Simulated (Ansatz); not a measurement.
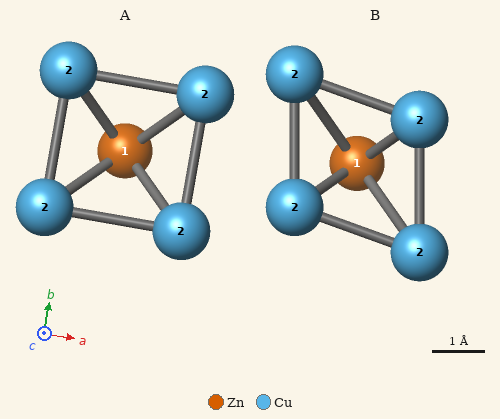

Two geometries of solid ZnCu (built on the database_65 type), drawn at one scale. One is the start of a relaxation, the other its converged end. The picture is a ball-and-stick view of the cell of the calculation, seen along the c axis.

The calculation used Ansatz 0.2.0, DFT PBE, scalar-relativistic, plane waves, PAW. Set-up: plane-wave cutoff 420 eV; k-point mesh 22 × 22 × 14; occupations gaussian; smearing width 0.1 eV; no spin polarisation; cell and atoms relaxed; force threshold 0.01 eV/Å; at most 80 steps.

**Which one is relaxed?**

Structure A is the relaxed one. Case: structure listed in a database for this formula (Cmmm, No. 65). After 15 accepted moves (19 points after the start) the energy has fallen by 41.4 meV per atom. All forces vanish by symmetry, so only the cell relaxes. Pressure: 0.20 GPa at the start and 0.00 GPa at the end. The line search rejected the trial step at point 5 of the run. The SCF was repeated 3 times at an unchanged geometry on a basis and grid sized afresh for the cell, which shifted the energy by 6.7 meV per atom at most. The atoms keep their places relative to the cell (all moves are under 0.005 Å). Cell: a = b 2.591 → 2.709 Å (+4.5 %), c 4.141 → 3.549 Å (−14.3 %), γ 109.9° → 90.0°. Volume −0.4 %. Some distances before and after: Zn1–Cu2 2.964 → 2.611 Å, Cu2–Cu2 2.591 → 2.709 Å, Zn1–Zn1 2.591 → 2.709 Å, Zn1–Cu2 (another image) 2.550 → 2.611 Å. The space group (tolerance 0.01 Å) goes from Cmmm (No. 65) to P4/mmm (No. 123). The run took about 25 core-minutes on a shared host.
